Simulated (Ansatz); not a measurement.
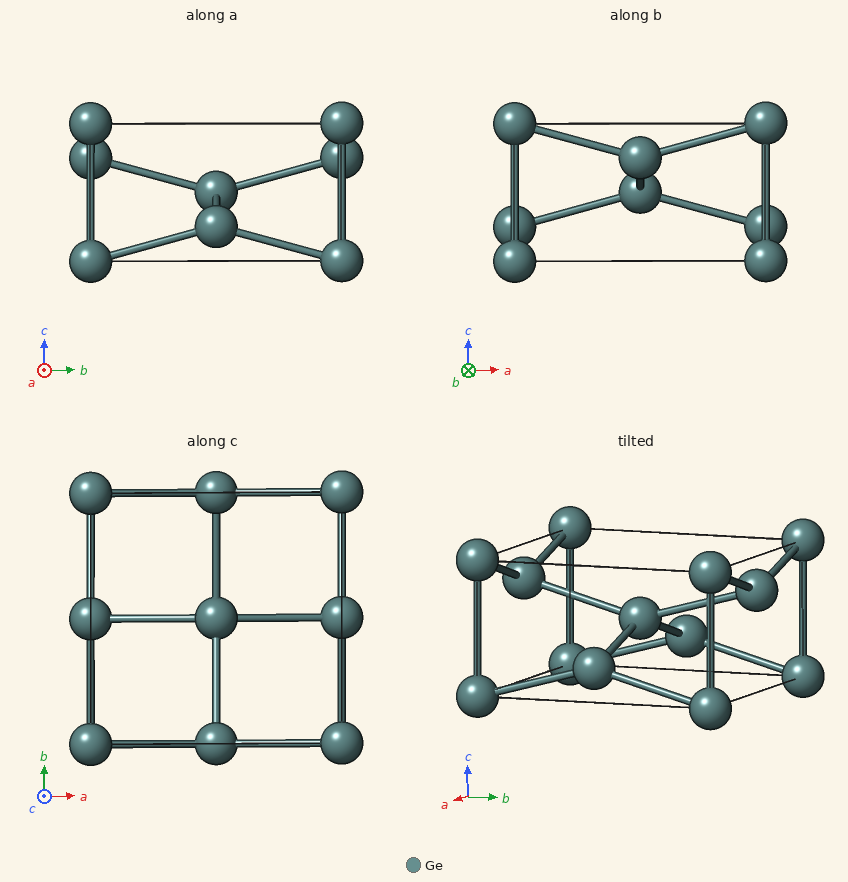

The figure gives a ball-and-stick picture of the atoms, viewed along the a axis, along the b axis, along the c axis and slightly off an axis. The outline marks the drawn cell (a repeat of the simulation cell).

Lattice parameters: a = 5.2496 Å, b = 5.2496 Å, c = 2.8767 Å, α = 89.861°, β = 89.861°, γ = 89.675°.

Question: Set out the cell and atoms as a CIF in P1 with every atom of the cell.

Answer:
```cif
data_structure
_symmetry_space_group_name_H-M 'P 1'
_symmetry_Int_Tables_number 1
_cell_length_a 5.2496
_cell_length_b 5.2496
_cell_length_c 2.8767
_cell_angle_alpha 89.861
_cell_angle_beta 89.861
_cell_angle_gamma 89.675
_cell_volume 79.28
loop_
_atom_site_label
_atom_site_type_symbol
_atom_site_fract_x
_atom_site_fract_y
_atom_site_fract_z
_atom_site_occupancy
Ge1 Ge 0.0000 0.9999 0.0001 1
Ge2 Ge 0.5000 0.4999 0.5001 1
Ge3 Ge 0.4999 0.0000 0.7501 1
Ge4 Ge 0.9999 0.5000 0.2501 1
```

Origin of the cell: a structure type filled with this element by a generator (whether the element takes this form wasn't checked). Earlier steps of the study may have refined or changed the cell and positions. It was the input of a calculation with Ansatz.

At this level of theory the cell isn't at rest (stretched, at -5 GPa), so its distances can differ from those at equilibrium, the more so the softer the solid.
